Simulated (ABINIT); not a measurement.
System: BN.

```xyz
8
Lattice="4.8801 0.0000 0.0000 0.0000 2.5915 0.0000 0.0000 0.0000 4.2920" Properties=species:S:1:pos:R:3 pbc="T T T"
N     1.5671    1.9436    0.4571
N     3.3129    0.6479    3.8350
N     0.8729    0.6479    2.6031
N     4.0072    1.9436    1.6890
B     1.6612    0.6479    3.8933
B     0.7788    1.9436    1.7473
B     4.1013    0.6479    2.5448
B     3.2189    1.9436    0.3987
```

Space group Pnma; a structure from a database of computed crystals, not necessarily the ambient phase.

Theory: Kohn-Sham DFT of a periodic cell, PBE, JTH PAW PBE v2.0 in ABINIT 10.8.3.

What can the converged valence pseudo-density tell about the bonding?

B–N (1.51 Å): the density is about 1.6 e/Å³ at the midpoint.
B–N (1.65 Å): ρ is about 1.1 e/Å³ halfway.

Does the calculation make it a metal, or give it a gap?

It is gapped, with a Kohn–Sham gap of 5.7 eV on the k-point mesh (the band edges may lie off the mesh, which would make the gap smaller).

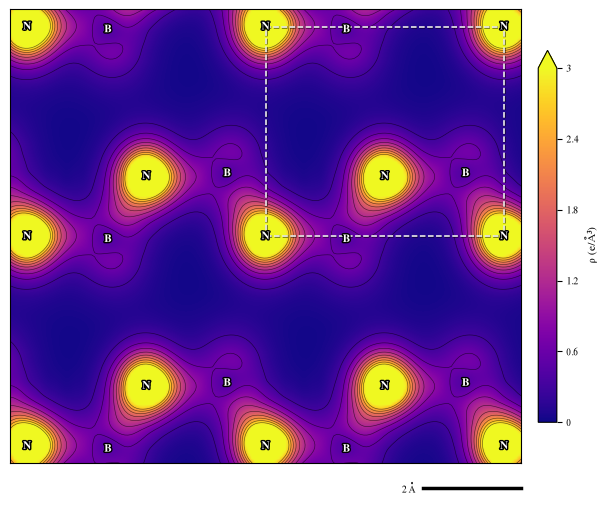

Computed valence pseudo-density on the (010) plane of the conventional cell. 

The density is the valence pseudo-density of a PAW calculation; it isn't the true density close to the nuclei.
